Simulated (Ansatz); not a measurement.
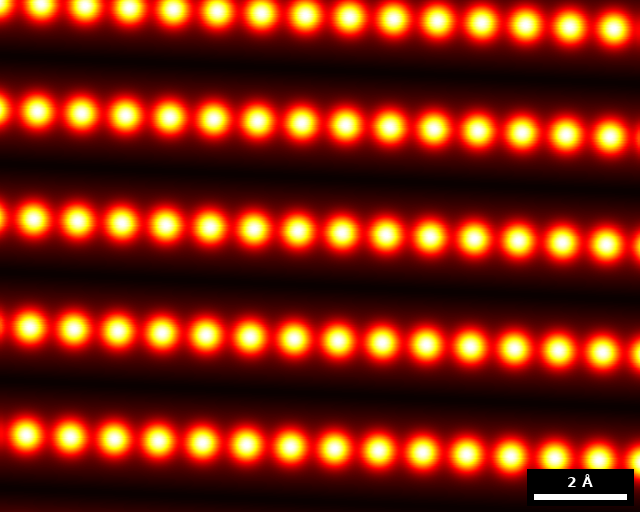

HAADF-like image of Ag (Im-3m, No. 229). Simulated incoherent Z contrast: every atom adds Z^1.7 spread by a probe of 0.50 Å full width; channelling and multiple scattering are left out. The probe carries 25 % of its weight in a tail 2.5 times as wide. The display is stretched by a gamma of 0.65; percentages refer to the linear signal. A slight drift was added. Model: the input geometry of an electronic-structure calculation (not necessarily at equilibrium); the starting structure was generated, so it need not be a known form of this composition.

```
Ag
1.0
     3.34056    0.00000    0.00000
     0.00000    3.34056    0.00000
     0.00000    0.00000    3.34056
Ag
2
Cartesian
  0.0000 0.0000 0.0000
  1.6703 1.6703 1.6703
```

Along which zone axis is the crystal seen: [211], [001], [111] or [210]? (Directions equivalent by symmetry count as one.)

Answer. [211]. The projected cells are 0.96 × 2.36 Å, 90° for [211]; 2.36 × 2.36 Å, 90° for [001]; 2.73 × 2.73 Å, 120° for [111]; 1.49 × 1.83 Å, 114° for [210], and the image repeats as the [211] one does.
